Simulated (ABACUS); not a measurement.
Run report: BN, geometry relaxation (part 1 of 3)

BN (4 atoms in the cell), computed with Kohn-Sham DFT of a periodic cell, PBE, PseudoDojo NC SR 0.5 PBE stringent, no spin polarisation (ABACUS 3.10.1).

The structure derives from a Materials Project entry.

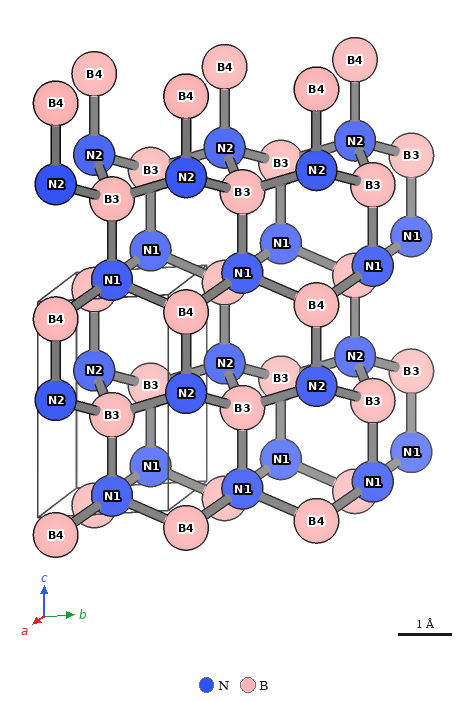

Fig. 1: The input geometry (ball-and-stick view of the cell of the calculation, repeated 2 × 3 × 2, seen slightly off an axis; atoms are numbered from 1 in the order of the input). Near neighbours in the crystal (not all of them lie inside the picture): N has 4 B at 1.57 to 1.58 Å; B has 4 N at 1.57 to 1.58 Å.

The input
```
INPUT_PARAMETERS
suffix              BN
calculation         cell-relax
basis_type          lcao
pseudo_dir          ./
orbital_dir         ./
symmetry            1
dft_functional      pbe
ecutwfc             100
pseudo_rcut         10
nspin               1
nbands              12
ks_solver           genelpa
smearing_method     fd
smearing_sigma      0.00367493
scf_thr             1e-07
scf_nmax            100
mixing_type         broyden
mixing_beta         0.7
cal_force           1
cal_stress          1
out_mul             1
relax_nmax          60
force_thr_ev        0.01
relax_method        cg
out_stru            1
stress_thr          0.5
```

File STRU
```
ATOMIC_SPECIES
N 14.0070 N.upf
B 10.8100 B.upf

NUMERICAL_ORBITAL
N_confined-atom_6au_2s2p1d.orb
B_confined-atom_7au_2s2p1d.orb

LATTICE_CONSTANT
4.8262463860

LATTICE_VECTORS
1.0000000000 0.0000000000 0.0000000000
-0.5000000000 0.8660254038 0.0000000000
0.0000000000 0.0000000000 1.6550332659

ATOMIC_POSITIONS
Cartesian

N
0.0
2
-0.0000000001 0.5773502692 0.2073359474 1 1 1
0.5000000000 0.2886751346 1.0348525804 1 1 1

B
0.0
2
-0.0000000001 0.5773502692 0.8270598438 1 1 1
0.5000000000 0.2886751346 1.6545764768 1 1 1
```

File KPT
```
K_POINTS
0
Gamma
11 11 6 0 0 0
```

Hardware: 4 threads of AMD EPYC 7571, 64 GiB of memory available, shared host.

Launched with:
```bash
OMP_NUM_THREADS=1 mpirun -np 4 abacus > log
```

The program's output
```
ABACUS v3.10.1

               Atomic-orbital Based Ab-initio Computation at UStc

 ------------------------------------------------------------------------------------

 READING GENERAL INFORMATION
                           global_out_dir = OUT.BN/
                           global_in_card = INPUT
                               pseudo_dir = ./
                              orbital_dir = ./
                                    DSIZE = 4
                                    GSIZE = 1

 READING UNITCELL INFORMATION
                                    ntype = 2
                  lattice constant (Bohr) = 4.82625
              lattice constant (Angstrom) = 2.55394

 READING ATOM TYPE 1
                               atom label = N
                      L=0, number of zeta = 2
                      L=1, number of zeta = 2
                      L=2, number of zeta = 1
             number of atom for this type = 2

 READING ATOM TYPE 2
                               atom label = B
                      L=0, number of zeta = 2
                      L=1, number of zeta = 2
                      L=2, number of zeta = 1
             number of atom for this type = 2

                        TOTAL ATOM NUMBER = 4
CARTESIAN COORDINATES ( UNIT =       4.826246386000 Bohr ).
    atom                   x                   y                   z     mag                  vx                  vy                  vz
tauc_N1           -0.0000000001        0.5773502692        0.2073359474  0.0000        0.0000000000        0.0000000000        0.0000000000
tauc_N2            0.5000000000        0.2886751346        1.0348525804  0.0000        0.0000000000        0.0000000000        0.0000000000
tauc_B1           -0.0000000001        0.5773502692        0.8270598438  0.0000        0.0000000000        0.0000000000        0.0000000000
tauc_B2            0.5000000000        0.2886751346        1.6545764768  0.0000        0.0000000000        0.0000000000        0.0000000000

                          Volume (Bohr^3) = 161.126
                             Volume (A^3) = 23.8764

 Lattice vectors: (Cartesian coordinate: in unit of a_0)
                   +1                  +0                  +0
                 -0.5           +0.866025                  +0
                   +0                  +0            +1.65503
 Reciprocal vectors: (Cartesian coordinate: in unit of 2 pi/a_0)
                   +1            +0.57735                  -0
                   -0             +1.1547                  -0
                   +0                  -0           +0.604217
 The esolver type has been set to : ksdft_lcao

                PAO radial cut off (Bohr) = 10

 Read in pseudopotential file is N.upf
                     pseudopotential type = NC
          exchange-correlation functional = PBE
                 nonlocal core correction = 1
                        valence electrons = 5
                                     lmax = 1
                           number of zeta = 2
                     number of projectors = 4
                           L of projector = 0
                           L of projector = 0
                           L of projector = 1
                           L of projector = 1
                PAO radial cut off (Bohr) = 10

 Read in pseudopotential file is B.upf
                     pseudopotential type = NC
          exchange-correlation functional = PBE
                 nonlocal core correction = 1
                        valence electrons = 3
                                     lmax = 1
                           number of zeta = 2
                     number of projectors = 4
                           L of projector = 0
                           L of projector = 0
                           L of projector = 1
                           L of projector = 1
     initial pseudo atomic orbital number = 16

 SETUP THE ELECTRONS NUMBER
             electron number of element N = 5
       total electron number of element N = 10
             electron number of element B = 3
       total electron number of element B = 6
            AUTOSET number of electrons:  = 16
                           occupied bands = 8
                                   NLOCAL = 52
                                   NBANDS = 12
                                   NBANDS = 12
                                   NLOCAL = 52

 SETUP THE PLANE WAVE BASIS
 energy cutoff for charge/potential (unit:Ry) = 400
            fft grid for charge/potential = [ 32, 32, 54 ]
                        fft grid division = [ 4, 4, 2 ]
        big fft grid for charge/potential = [ 8, 8, 27 ]
                                     nbxx = 448
                                     nrxx = 14336

 SETUP PLANE WAVES FOR CHARGE/POTENTIAL
                    number of plane waves = 21795
                         number of sticks = 649

 PARALLEL PW FOR CHARGE/POTENTIAL
     PROC   COLUMNS(POT)             PW
        1            162           5448
        2            162           5450
        3            163           5451
        4            162           5446
 --------------- sum -------------------
        4            649          21795
                            number of |g| = 986
                                  max |g| = 235.619
                                  min |g| = 0

----------- Double Check Mixing Parameters Begin ------------
mixing_type: broyden
mixing_beta: 0.7
mixing_gg0: 1
mixing_gg0_min: 0.1
mixing_ndim: 8
----------- Double Check Mixing Parameters End ------------

 LATTICE VECTORS: (CARTESIAN COORDINATE: IN UNIT OF A0)
                   +1                  +0                  +0
                 -0.5           +0.866025                  +0
                   +0                  +0            +1.65503
                       right hand lattice = 1
                                   NORM_A = 1
                                   NORM_B = 1
                                   NORM_C = 1.65503
                           ALPHA (DEGREE) = 90
                           BETA  (DEGREE) = 90
                           GAMMA (DEGREE) = 120

 The lattice vectors have been changed (STRU_SIMPLE.cif)

(for optimal symmetric configuration:)
                             BRAVAIS TYPE = 4
                     BRAVAIS LATTICE NAME = 04. Hexagonal cell
                                    ibrav = 4
                                    IBRAV = 4
                                  BRAVAIS = HEXAGONAL CELL
                       LATTICE CONSTANT A = 1
                                C/A RATIO = 1.65503
Original cell was already a primitive cell.
                        ROTATION MATRICES = 24
              PURE POINT GROUP OPERATIONS = 6
                   SPACE GROUP OPERATIONS = 12
                                       C2 = 0
                                       C3 = 2
                                       C4 = 0
                                       C6 = 0
                                       S1 = 3
                                       S3 = 0
                                       S4 = 0
                                       S6 = 0
                              POINT GROUP = C_3v
                                       C2 = 1
                                       C3 = 2
                                       C4 = 0
                                       C6 = 2
                                       S1 = 6
                                       S3 = 0
                                       S4 = 0
                                       S6 = 0
               POINT GROUP IN SPACE GROUP = C_6v

 SETUP K-POINTS
                                    nspin = 1
                   Input type of k points = Monkhorst-Pack(Gamma)
                                   nkstot = 726
                       right hand lattice = 1
(for reciprocal lattice: )
                             BRAVAIS TYPE = 4
                     BRAVAIS LATTICE NAME = 04. Hexagonal cell
                                    ibrav = 4
                       right hand lattice = 1
(for k-lattice: )
                             BRAVAIS TYPE = 4
                     BRAVAIS LATTICE NAME = 04. Hexagonal cell
                                    ibrav = 4
                       right hand lattice = 1
                        ROTATION MATRICES = 24
                               nkstot_ibz = 64
K-POINTS REDUCTION ACCORDING TO SYMMETRY
     IBZ    DIRECT_X    DIRECT_Y    DIRECT_Z  WEIGHT  ibz2bz
       1  0.00000000  0.00000000  0.00000000  0.0014       0
       2 -0.09090909  0.09090909  0.00000000  0.0083       1
       3 -0.18181818  0.18181818  0.00000000  0.0083       2
       4 -0.27272727  0.27272727  0.00000000  0.0083       3
       5 -0.36363636  0.36363636  0.00000000  0.0083       4
       6 -0.45454545  0.45454545  0.00000000  0.0083       5
       7 -0.09090909  0.18181818  0.00000000  0.0083      12
       8 -0.18181818  0.27272727  0.00000000  0.0165      13
       9 -0.27272727  0.36363636  0.00000000  0.0165      14
      10 -0.36363636  0.45454545  0.00000000  0.0165      15
      11  0.45454545  0.45454545  0.00000000  0.0083      16
      12 -0.18181818  0.36363636  0.00000000  0.0083      24
      13 -0.27272727  0.45454545  0.00000000  0.0165      25
      14  0.45454545  0.36363636  0.00000000  0.0165      26
      15  0.45454545  0.27272727  0.00000000  0.0083      36
      16  0.36363636  0.36363636  0.00000000  0.0083      37
      17  0.00000000  0.00000000  0.16666667  0.0028     121
      18 -0.09090909  0.09090909  0.16666667  0.0165     122
      19 -0.18181818  0.18181818  0.16666667  0.0165     123
      20 -0.27272727  0.27272727  0.16666667  0.0165     124
      21 -0.36363636  0.36363636  0.16666667  0.0165     125
      22 -0.45454545  0.45454545  0.16666667  0.0165     126
      23 -0.09090909  0.18181818  0.16666667  0.0165     133
      24 -0.18181818  0.27272727  0.16666667  0.0331     134
      25 -0.27272727  0.36363636  0.16666667  0.0331     135
      26 -0.36363636  0.45454545  0.16666667  0.0331     136
      27  0.45454545  0.45454545  0.16666667  0.0165     137
      28 -0.18181818  0.36363636  0.16666667  0.0165     145
      29 -0.27272727  0.45454545  0.16666667  0.0331     146
      30  0.45454545  0.36363636  0.16666667  0.0331     147
[... 34 further k points ...]

                               nkstot now = 64
[... K-POINTS DIRECT COORDINATES: 64 rows ...]

           k-point number in this process = 64
       minimum distributed K point number = 64
[... stars of the k points ...]

[... K-POINTS CARTESIAN COORDINATES: 64 rows ...]

[... K-POINTS DIRECT COORDINATES: 64 rows ...]

 SETUP PLANE WAVES FOR WAVE FUNCTIONS
     energy cutoff for wavefunc (unit:Ry) = 100
              fft grid for wave functions = [ 32, 32, 54 ]
                    number of plane waves = 3887
                         number of sticks = 199

 PARALLEL PW FOR WAVE FUNCTIONS
     PROC   COLUMNS(POT)             PW
        1             50            972
        2             50            974
        3             50            974
        4             49            967
 --------------- sum -------------------
        4            199           3887

 SET NONLOCAL PSEUDOPOTENTIAL PROJECTORS
 SET NONLOCAL PSEUDOPOTENTIAL PROJECTORS
 max number of nonlocal projetors among all species is 4

 -------------------------------------------
 STEP OF RELAXATION : 1
 -------------------------------------------

 SETUP SEARCHING RADIUS FOR PROGRAM TO SEARCH ADJACENT ATOMS
                  longest orb rcut (Bohr) = 7
   longest nonlocal projector rcut (Bohr) = 1.38
                     search radius (Bohr) = 16.8
              searching radius is (Bohr)) = 16.8
         searching radius unit is (Bohr)) = 4.83
                         PeriodicBoundary = 1
                        Radius(unit:lat0) = 3.47
                                   glayer = [ 6, 6, 4 ]
                             glayer_minus = [ 5, 5, 3 ]

Find the coordinate range of the input atom(unit:lat0).
                                  min_tau = [ -7.5, -4.04, -4.76 ]
                                  max_tau = [ 8, 4.91, 6.62 ]
                                BoxNumber = [ 11, 11, 7 ]

 SETUP EXTENDED REAL SPACE GRID FOR GRID INTEGRATION
                          real space grid = [ 32, 32, 54 ]
                 big cell numbers in grid = [ 8, 8, 27 ]
             meshcell numbers in big cell = [ 4, 4, 2 ]
                        extended fft grid = [ 14, 14, 24 ]
                dimension of extened grid = [ 37, 37, 76 ]
                            UnitCellTotal = 75
              Atom number in sub-FFT-grid = 4
    Local orbitals number in sub-FFT-grid = 52
                                ParaV.nnr = 43444
                                 init_chg = atomic

 LCAO ALGORITHM --------------- ION=   1  ELEC=   1--------------------------------

 Density error is 0.172668936793
----------------------------------------------------------
     Energy           Rydberg                 eV
----------------------------------------------------------
 E_KohnSham     -53.4623496124       -727.3925831965
 E_Harris       -51.4133617131       -699.5146726328
 E_Fermi        1.1197133327         15.2344814515
----------------------------------------------------------

 LCAO ALGORITHM --------------- ION=   1  ELEC=   2--------------------------------

 Density error is 0.0810531951519
----------------------------------------------------------
     Energy           Rydberg                 eV
----------------------------------------------------------
 E_KohnSham     -53.5529083977       -728.6246986810
 E_Harris       -54.4581050355       -740.9405307649
 E_Fermi        1.0667066474         14.5132884991
----------------------------------------------------------

 LCAO ALGORITHM --------------- ION=   1  ELEC=   3--------------------------------

 Density error is 0.0190664183538
```
